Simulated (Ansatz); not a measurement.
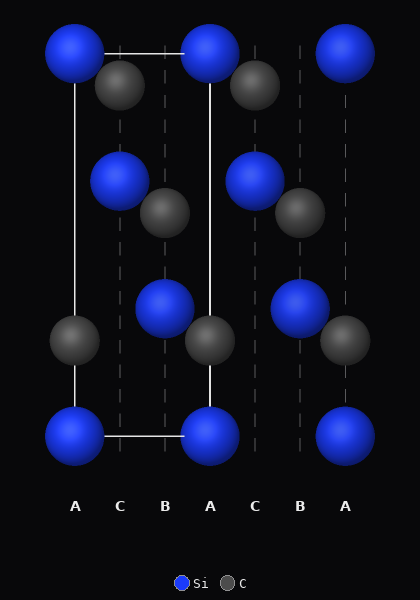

The picture looks along a close-packed row of the hexagonal mesh; [111] points upwards. The dashed lines mark the three columns A (0, 0), B (1/3, 2/3) and C (2/3, 1/3). The box is the hexagonal cell of the face-centred cubic lattice. The sequence starts with the first layer at or above the cell's origin.

System SiC (space group F-43m, No. 216); source of the atomic positions: the end point of a relaxation with DFT PBE, scalar-relativistic, plane waves, PAW in Ansatz.

**Give the sequence of layers in one repeat, with element and column.**

Si(A) – C(A) – Si(B) – C(B) – Si(C) – C(C) (six layers in 7.59 Å).
